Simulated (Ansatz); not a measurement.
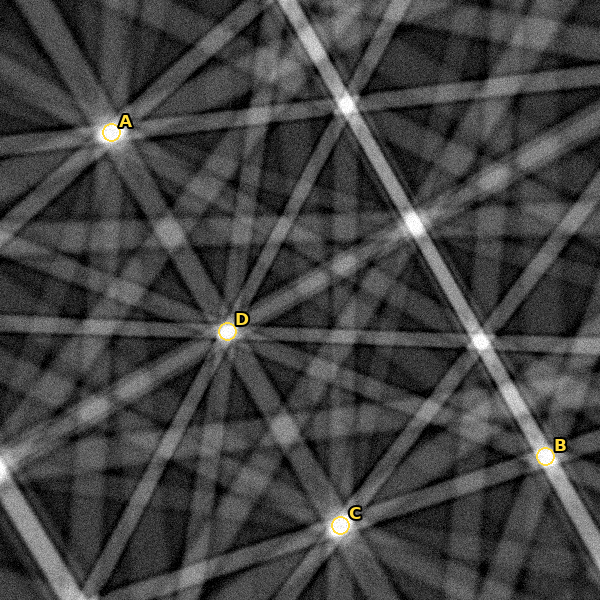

Simulated Kikuchi (electron backscatter) pattern at 30 kV: kinematic bands of width 2θ(Bragg) in gnomonic projection, seen from the camera side; the frame spans ±37° from its centre. Crystal: W, space group P6/mmm (No. 191), a = 4.701 Å, c = 2.618 Å (hexagonal axes). Structure: coordinates from a relaxation with Ansatz, DFT, revPBE, plane waves (420 eV) with PAW, scalar-relativistic; the starting structure was generated, so it need not be a known form of this composition.

Pole A is [10-1] and pole B is [1-12].

### Index the poles C and D.

C is [101], 58.2° from A and 25.9° from B. D is [100], 29.1° from A and 43.2° from B.

### Which band joins A and C, and how wide is it?

It comes from the planes common to both zones. The strongest order is 0 3 0 with d = 1.357 Å, so the band is 2θ = 2.9° wide (λ = 0.0698 Å).
